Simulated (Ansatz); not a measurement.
Input

```
crystal:
  lattice:
    - [5.5073398859, 5.5073398859, -5.5073398859]
    - [-5.5073398859, -5.5073398859, -5.5073398859]
    - [-5.5073398859, 5.5073398859, 5.5073398859]
  atoms:
    - { symbol: Al, position: [0.2585402853, 0.0060416639, 0.760460806] }
    - { symbol: Al, position: [0.496769494, 0.7501413791, 0.7438988137] }
    - { symbol: Al, position: [0.7319561106, 0.4934213264, 0.7203588129], spin: 0.091 }
    - { symbol: Al, position: [0.7294531066, -0.0021725976, 0.2363646714] }
    - { symbol: Al, position: [-0.0110674381, 1.0069298201, -0.0215045722], spin: 0.091 }
    - { symbol: Al, position: [0.2338623362, 0.7487469996, 0.0010972382], spin: 0.091 }
    - { symbol: Al, position: [0.4817876704, 0.5024744349, -0.0112740061] }
    - { symbol: Al, position: [0.7569507772, 0.2624756416, 0.0032351086] }
    - { symbol: Al, position: [0.0045622135, 0.2548870036, 0.7460252523] }
    - { symbol: Al, position: [0.5256579032, 0.0132143848, 0.5146458617] }
    - { symbol: Al, position: [0.7451069396, 0.7501591633, 0.4867334928] }
    - { symbol: Al, position: [0.0934065416, 0.7494402925, 0.3262643602], spin: 0.091 }
    - { symbol: Al, position: [0.2625748458, 0.4870826526, 0.2515508893] }
    - { symbol: Al, position: [0.4998316856, 0.2454165586, 0.2413239522] }
    - { symbol: Al, position: [0.0026541549, 0.4942523091, 0.5045570067] }
    - { symbol: Al, position: [0.2446202129, 0.2378092226, 0.4909271768] }
    - { symbol: P, position: [0.2413903419, 1.0015661215, -1.4459e-06], spin: 0.091 }
    - { symbol: P, position: [0.4824537567, 0.7501391318, -0.0116747906] }
    - { symbol: P, position: [0.7241109331, 0.4944660677, -0.0280605434], spin: 0.091 }
    - { symbol: P, position: [0.7631568657, 0.0069471309, 0.4971736236] }
    - { symbol: P, position: [-0.0258391377, 1.0082471975, 0.2262920597], spin: 0.091 }
    - { symbol: P, position: [0.3077978601, 0.7494280159, 0.2700674609], spin: 0.091 }
    - { symbol: P, position: [0.5063617175, 0.4933549779, 0.2404132166] }
    - { symbol: P, position: [0.7527213821, 0.2561723073, 0.2480038869] }
    - { symbol: P, position: [0.0030522551, 0.2629012981, -0.004484462] }
    - { symbol: P, position: [0.5069250284, 1.0087794266, 0.7549551783] }
    - { symbol: P, position: [0.7404349262, 0.7513477047, 0.7319468062], spin: 0.091 }
    - { symbol: P, position: [0.0073201921, 0.7501490291, 0.5200180672] }
    - { symbol: P, position: [0.2482948188, 0.4915065796, 0.4963034256] }
    - { symbol: P, position: [0.490333345, 0.237420992, 0.4828294744] }
    - { symbol: P, position: [-0.0064930141, 0.4997583434, 0.7488914368], spin: 0.091 }
    - { symbol: P, position: [0.246715156, 0.2441337607, 0.7420068712] }
    - { symbol: P, position: [-0.055928388, 0.7495740703, 0.0824090878], spin: 0.091 }
  host:
    lattice:
      - [0.0, 2.7536699429, 2.7536699429]
      - [2.7536699429, 0.0, 2.7536699429]
      - [2.7536699429, 2.7536699429, 0.0]
    atoms:
      - { symbol: Al, position: [0.0, 0.0, 0.0] }
      - { symbol: P, position: [0.75, 0.75, 0.75] }
total_charge: 2
basis:
  ecutwfc: 420
  xc_grid: 2
kpoints:
  mp_grid: { grid: [2, 2, 2], shift: [0.5, 0.5, 0.5] }
hamiltonian:
  xc: pbe
scf:
  occupations: { method: gaussian, width: 0.01 }
output:
  forces: true
  stress: false
  eigenvalues: true
  populations: true
  charged_corrections:
    defect_position: [0.0, 0.75, 0.0]
    epsilon: [[10.3826, 0.0, 0.0], [0.0, 10.3826, 0.0], [0.0, 0.0, 10.3826]]
  write_density: true
  write_potential: true
  elf: true
  volumetric_format: npy
magnetization:
  spin_polarized: true
relax:
  adjacent_minimum: "off"
  f_tol: 0.025
  max_steps: 45
```

Command:

```sh
ansatz run input.yaml --threads 4 --pin off --max-ram 10240MiB --backend cpu --events-out ev --progress --plain --runs-dir out
```

The fields are those of the run's last geometry, not of the input's.

Spin-polarised.

Level of theory: Ansatz 0.2.0, DFT PBE, scalar-relativistic, plane waves, PAW.

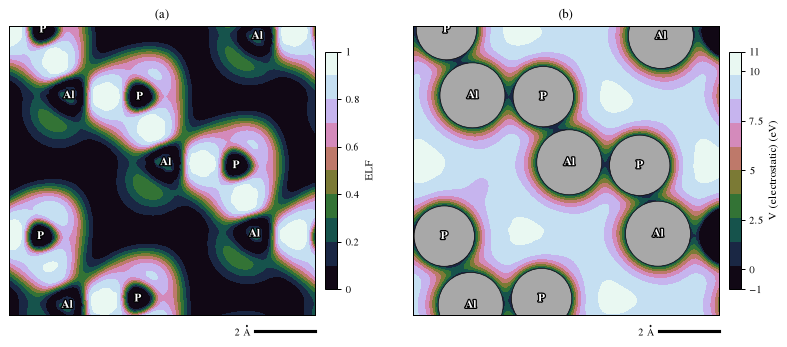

Al₁₆P₁₇ (cell charge +2, with a compensating background) (cell with a defect). (a) electron localisation function; (b) electrostatic potential energy of an electron on the (010) plane of the calculation cell. Grey discs cover the atomic cores in the potential map.

### Interpret the plot.

- The plane passes through Al and P nuclei.
- Al–P (2.36 Å): the ELF peaks at about 0.95 between the atoms.
- Al–P (2.38 Å): the ELF peaks at about 0.95 between the atoms.
- Al–P (2.47 Å): the ELF peaks at about 0.90 between the atoms.
- Outside the cores the potential energy rises away from the atoms and is highest about 2.2 Å from the nearest atoms; its zero is arbitrary.

### Metal or insulator at this level of theory?

It is gapless in this calculation (a metal or semimetal).
